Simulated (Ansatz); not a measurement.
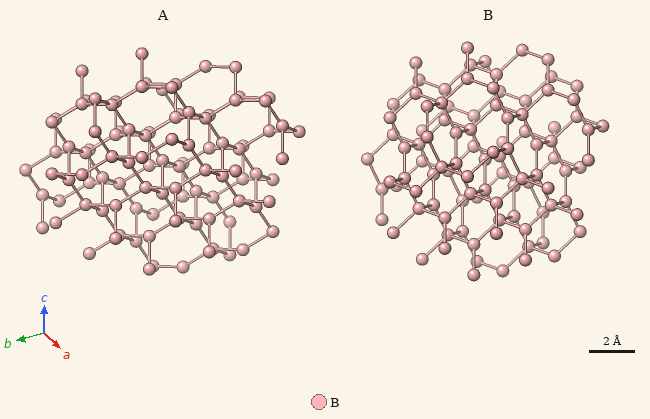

Two geometries of a crystal of B (a generated structure, set up in P4_2/mmc) (coarse preliminary run), drawn at one scale. One is the start of a relaxation, the other its converged end. The picture is a ball-and-stick view of the atoms within 5.8 Å of the atom that moves most (axes of the cell of the calculation), seen from a free direction.

Method: Ansatz 0.2.0, DFT PBE, scalar-relativistic, plane waves, PAW. Set-up: plane-wave cutoff 420 eV; k-point mesh 6 × 6 × 4; occupations gaussian; smearing width 0.1 eV; no spin polarisation; cell and atoms relaxed; force threshold 0.04 eV/Å; at most 70 steps.

Q: Which one is relaxed?

A: Structure A is the relaxed one. Over 10 accepted moves (12 points after the start) the energy falls by 3.387 eV per cell of the calculation. Largest force component: 0.55 eV/Å at the start, 0.00071 eV/Å at the end. Pressure: 33.34 GPa at the start and −0.02 GPa at the end. The SCF was repeated twice at an unchanged geometry on a basis and grid sized afresh for the cell, which shifted the energy by 73.0 meV per cell of the calculation at most. The largest moves relative to the cell, 0.22 Å, are those of B atoms. The drawn cell changes as follows: a = b 2.686 → 3.122 Å (+16.2 %), c 6.797 → 5.485 Å (−19.3 %); the volume changes by +9.0 %. Some distances before and after: B–B 1.613 → 1.739 Å, B–B 1.613 → 1.639 Å. Bond angles that change, for instance: B–B–B 112.8° → 144.4°, B–B–B 123.6° → 107.8°, B–B–B 107.8° → 95.4°. The space group stays P4_2/mmc (No. 131). Cost: 21 s on 1 thread of Arm Neoverse V1, with other jobs on the host, peak memory 0.3 GiB.

Limits of the set-up: the k-point mesh is coarse for a cell with partly filled bands.
